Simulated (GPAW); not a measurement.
# linear Cr chain, spacing 2.237 A: cost and accuracy of the smearing, part 2 of 2

Two starts of linear Cr chain, spacing 2.237 A are run at each rung of the smearing. Which rung is enough?

GPAW 26.7.0; PBE; plane waves with GPAW's PAW setups, scalar-relativistic.

So far, largest spin moment in the augmentation sphere (μB): step 2 (rung 1 (width 0.4 eV), start ferro +) 2.37; step 4 (rung 2 (width 0.2 eV), start ferro +) 2.61; step 5 (rung 2 (width 0.2 eV), start antiferro q=(0,0,1/2) +-) 3.42; step 6 (rung 3 (width 0.1 eV), start ferro +) 2.71; step 7 (rung 3 (width 0.1 eV), start antiferro q=(0,0,1/2) +-) 3.45.

## (8) Rung 4 (width 0.05 eV), start ferro +

Contents of order1.py:

```python
import json
import numpy as np
from ase import Atoms
from ase.parallel import paropen, parprint
from gpaw import GPAW

atoms = Atoms(['Cr'],
    cell=[[12.0, 0.0, 0.0],
         [0.0, 12.0, 0.0],
         [0.0, 0.0, 2.237]],
    scaled_positions=[[0.5, 0.5, 0.0]],
    pbc=True,
    magmoms=[2.5])
atoms.calc = GPAW(mode={'name': 'pw', 'ecut': 550},
    xc='PBE',
    kpts={'size': (1, 1, 12), 'gamma': True},
    occupations={'name': 'fermi-dirac', 'width': 0.05},
    convergence={'density': 1e-05, 'energy': 1e-05},
    maxiter=200,
    symmetry={'tolerance': 1e-4},
    txt='order1.txt')
e = atoms.get_potential_energy(force_consistent=True)
res = {'free_energy': e, 'energy_sigma0': atoms.get_potential_energy(), 'fermi_energy': atoms.calc.get_fermi_level()}
res['moments'] = atoms.get_magnetic_moments().tolist()
res['total'] = atoms.get_magnetic_moment()
parprint('site moments (muB):', np.round(res['moments'], 3))
parprint(f"total moment: {res['total']:.3f} muB")
parprint(f'free energy: {e:.6f} eV')
atoms.calc.write('order1.gpw')
with paropen('results.json', 'w') as f:
    json.dump(res, f)
```

Command:

```console
> OMP_NUM_THREADS=1 python3 order1.py > order1.log
```

Numbers of over 12 decimals in the logs are rounded to 6 here.

What it wrote:

```text
site moments (muB): [2.809]
total moment: 3.654 muB
free energy: -5.465375 eV

--- order1.txt ---
Input parameters:
  mode=PW(ecut=550),
  convergence={'density': 1e-05, 'energy': 1e-05},
  kpts=MonkhorstPack(size=(1, 1, 12), gamma=True),
  maxiter=200,
  occupations=Occupations(name='fermi-dirac', width=0.05),
  symmetry=Symmetry(tolerance=0.0001),
  xc=XC(name='PBE')

Diagonalizing LCAO Hamiltonian
[...]
|          3 |        -4.554 |     1.000 |        -1.674 |     0.000 |
|          4 |        -2.338 |     0.000 |        -1.248 |     0.000 |
|          5 |        -2.338 |     0.000 |        -1.248 |     0.000 |
|          6 |        -1.875 |     0.000 |         0.328 |     0.000 |
|          7 |        -1.875 |     0.000 |         0.589 |     0.000 |
|          8 |         0.157 |     0.000 |         0.589 |     0.000 |

No gap
No difference between direct/indirect transitions


[key lines of the parts left out:]
Free energy:      -5.465375
Converged in 17 steps
dipole moment: (0.000065, 0.000065, -5.314959)  # |e|*Ang
Fermi level: -3.223
```

Run time: 25 s. Hardware: 1 MPI rank of Intel Xeon Platinum 8488C (Sapphire Rapids), shared host; peak memory 0.33 GiB.

Numbers from this step:

| Quantity | Value |
| --- | --- |
| magnetization | 3.654 μB |
| final state | ferromagnetic |
| largest moment | 2.809 μB |

The largest moment moves by +0.10 μB from rung 3, at 1.1 times its CPU time.

## (9) Rung 4 (width 0.05 eV), start antiferro q=(0,0,1/2) +-

Contents of order2.py:

```python
import json
import numpy as np
from ase import Atoms
from ase.parallel import paropen, parprint
from gpaw import GPAW

atoms = Atoms(['Cr', 'Cr'],
    cell=[[12.0, 0.0, 0.0],
         [0.0, 12.0, 0.0],
         [0.0, 0.0, 4.474]],
    scaled_positions=[[0.5, 0.5, 0.0],
         [0.5, 0.5, 0.5]],
    pbc=True,
    magmoms=[2.5, -2.5])
atoms.calc = GPAW(mode={'name': 'pw', 'ecut': 550},
    xc='PBE',
    kpts={'size': (1, 1, 6), 'gamma': True},
    occupations={'name': 'fermi-dirac', 'width': 0.05},
    convergence={'density': 1e-05, 'energy': 1e-05},
    maxiter=200,
    symmetry={'tolerance': 1e-4},
    txt='order2.txt')
e = atoms.get_potential_energy(force_consistent=True)
res = {'free_energy': e, 'energy_sigma0': atoms.get_potential_energy(), 'fermi_energy': atoms.calc.get_fermi_level()}
res['moments'] = atoms.get_magnetic_moments().tolist()
res['total'] = atoms.get_magnetic_moment()
parprint('site moments (muB):', np.round(res['moments'], 3))
parprint(f"total moment: {res['total']:.3f} muB")
parprint(f'free energy: {e:.6f} eV')
atoms.calc.write('order2.gpw')
with paropen('results.json', 'w') as f:
    json.dump(res, f)
```

Command:

```console
> OMP_NUM_THREADS=1 python3 order2.py > order2.log
```

What it wrote:

```text
site moments (muB): [ 3.452 -3.452]
total moment: -0.000 muB
free energy: -12.719247 eV

--- order2.txt ---
Input parameters:
  mode=PW(ecut=550),
  convergence={'density': 1e-05, 'energy': 1e-05},
  kpts=MonkhorstPack(size=(1, 1, 6), gamma=True),
  maxiter=200,
  occupations=Occupations(name='fermi-dirac', width=0.05),
  symmetry=Symmetry(tolerance=0.0001),
  xc=XC(name='PBE')

Diagonalizing LCAO Hamiltonian
[...]
|          8 |        -0.400 |     0.000 |        -0.400 |     0.000 |
|          9 |        -0.393 |     0.000 |        -0.393 |     0.000 |
|         10 |         0.324 |     0.000 |         0.324 |     0.000 |
|         11 |         0.324 |     0.000 |         0.324 |     0.000 |

Gap: 0.924 eV
Transition (v -> c):
  (s=0, k=3, n=5, [0.00, 0.00, 0.50]) -> (s=0, k=3, n=6, [0.00, 0.00, 0.50])
No difference between direct/indirect transitions


[key lines of the parts left out:]
Free energy:     -12.719247
Converged in 17 steps
dipole moment: (0.000130, 0.000130, -10.570972)  # |e|*Ang
Fermi level: -3.375
```

Elapsed: 42 s, on 1 MPI rank; peak memory 0.49 GiB.

This step gave:

| Item | Value |
| --- | --- |
| magnetization | 0 μB |
| final state | antiferromagnetic |
| largest moment | 3.452 μB |

This start lies -894.2 meV a seeded atom from the first, a change of -25.4 meV since rung 3; its largest moment is 3.45 μB.

## (10) Rung 5 (width 0.02 eV), start ferro +

order1.py is the script of step 8 with these lines changed:

```diff
@@ -16,3 +16,3 @@
     kpts={'size': (1, 1, 12), 'gamma': True},
-    occupations={'name': 'fermi-dirac', 'width': 0.05},
+    occupations={'name': 'fermi-dirac', 'width': 0.02},
     convergence={'density': 1e-05, 'energy': 1e-05},
```

Command:

```console
> OMP_NUM_THREADS=1 python3 order1.py > order1.log
```

What it wrote:

```text
site moments (muB): [2.837]
total moment: 3.667 muB
free energy: -5.458551 eV

--- order1.txt ---
Input parameters:
  mode=PW(ecut=550),
  convergence={'density': 1e-05, 'energy': 1e-05},
  kpts=MonkhorstPack(size=(1, 1, 12), gamma=True),
  maxiter=200,
  occupations=Occupations(name='fermi-dirac', width=0.02),
  symmetry=Symmetry(tolerance=0.0001),
  xc=XC(name='PBE')

Diagonalizing LCAO Hamiltonian
[...]
|          3 |        -4.640 |     1.000 |        -1.754 |     0.000 |
|          4 |        -2.372 |     0.000 |        -1.303 |     0.000 |
|          5 |        -2.372 |     0.000 |        -1.303 |     0.000 |
|          6 |        -2.002 |     0.000 |         0.297 |     0.000 |
|          7 |        -2.002 |     0.000 |         0.562 |     0.000 |
|          8 |         0.166 |     0.000 |         0.562 |     0.000 |

No gap
No difference between direct/indirect transitions


[key lines of the parts left out:]
Free energy:      -5.458551
Converged in 17 steps
dipole moment: (0.000065, 0.000065, -5.314683)  # |e|*Ang
Fermi level: -3.274
```

It took 25 s on 1 MPI rank; peak memory 0.33 GiB.

Read from the output:

```
magnetization  : 3.667 μB
final state    : ferromagnetic
largest moment : 2.837 μB
```

The largest moment moves by +0.03 μB from rung 4, at 1.0 times its CPU time.

## (11) Rung 5 (width 0.02 eV), start antiferro q=(0,0,1/2) +-

order2.py is the script of step 9 with these lines changed:

```diff
@@ -17,3 +17,3 @@
     kpts={'size': (1, 1, 6), 'gamma': True},
-    occupations={'name': 'fermi-dirac', 'width': 0.05},
+    occupations={'name': 'fermi-dirac', 'width': 0.02},
     convergence={'density': 1e-05, 'energy': 1e-05},
```

Command:

```console
> OMP_NUM_THREADS=1 python3 order2.py > order2.log
```

What it wrote:

```text
site moments (muB): [ 3.452 -3.452]
total moment: 0.000 muB
free energy: -12.719239 eV

--- order2.txt ---
Input parameters:
  mode=PW(ecut=550),
  convergence={'density': 1e-05, 'energy': 1e-05},
  kpts=MonkhorstPack(size=(1, 1, 6), gamma=True),
  maxiter=200,
  occupations=Occupations(name='fermi-dirac', width=0.02),
  symmetry=Symmetry(tolerance=0.0001),
  xc=XC(name='PBE')

Diagonalizing LCAO Hamiltonian
[...]
|          8 |        -0.400 |     0.000 |        -0.400 |     0.000 |
|          9 |        -0.393 |     0.000 |        -0.393 |     0.000 |
|         10 |         0.324 |     0.000 |         0.324 |     0.000 |
|         11 |         0.324 |     0.000 |         0.324 |     0.000 |

Gap: 0.923 eV
Transition (v -> c):
  (s=0, k=3, n=5, [0.00, 0.00, 0.50]) -> (s=1, k=3, n=6, [0.00, 0.00, 0.50])
No difference between direct/indirect transitions


[key lines of the parts left out:]
Free energy:     -12.719239
Converged in 17 steps
dipole moment: (0.000130, 0.000130, -10.570952)  # |e|*Ang
Fermi level: -3.407
```

It took 41 s on 1 MPI rank; peak memory 0.5 GiB.

This step gave:

```yaml
magnetization: 0 μB
final_state: antiferromagnetic
largest_moment: 3.452 μB
```

This start lies -901.1 meV a seeded atom from the first, a change of -6.8 meV since rung 4; its largest moment is 3.45 μB.

## (12) Side by side

Ladder, by row:

```csv
rung,smearing (eV),state from the first start,state from the second start,second less first (meV a seeded atom),"moment, first (μB)","moment, second (μB)",CPU time (s)
1,0.4,ferromagnetic,antiferromagnetic,-530.9,2.367,3.238,72.01
2,0.2,ferromagnetic,antiferromagnetic,-781.2,2.607,3.419,66.61
3,0.1,ferromagnetic,antiferromagnetic,-868.9,2.713,3.449,64.48
4,0.05,ferromagnetic,antiferromagnetic,-894.2,2.809,3.452,67.11
5,0.02,ferromagnetic,antiferromagnetic,-901.1,2.837,3.452,65.81
```

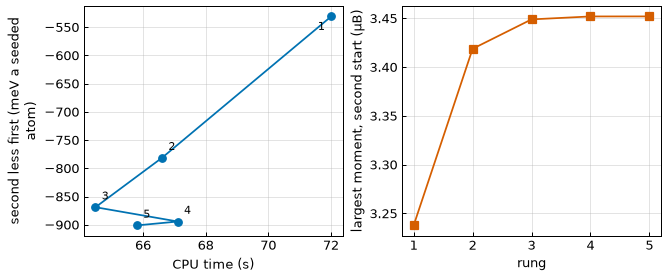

Result against cost, rungs numbered as in the table, and the moment by rung.

## (13) Summary of results

| Property | Result |
| --- | --- |
| range of the moment in the table, second start | 3.24 to 3.45 μB |
| range of CPU time | 64 s to 72 s |
| range of the energy difference | -901 to -531 meV a seeded atom |
| first rung from which all stay within 45 meV of the last | 3 |

What this shows: From rung 3 on the result stays within 32 meV of the last rung, inside the margin of 45 meV set for it, at 98 % of the last rung's cost. The second start ends lower on every rung of the table; whether functional and cell give the true order is another question. The mesh stays the same, and a narrow smearing needs a finer one, so the last rung is no sure reference.

[Logs and program files are shortened in this print: banners, set-up blocks, solver, clock and traceback lines can be left out without a mark of their own.]

[Logs are printed without paths, hosts, clocks, repeated set-up lines and the standing remarks that a program may print on its own settings, such as how far it seeks lower states.]

[Hosts, paths, dates, database ids (printed as entryN), source tags and the programs' standing remarks are cut or masked in the printed files.]

[Where a cell is said to come from a database of computed structures, the database is the Materials Project.]
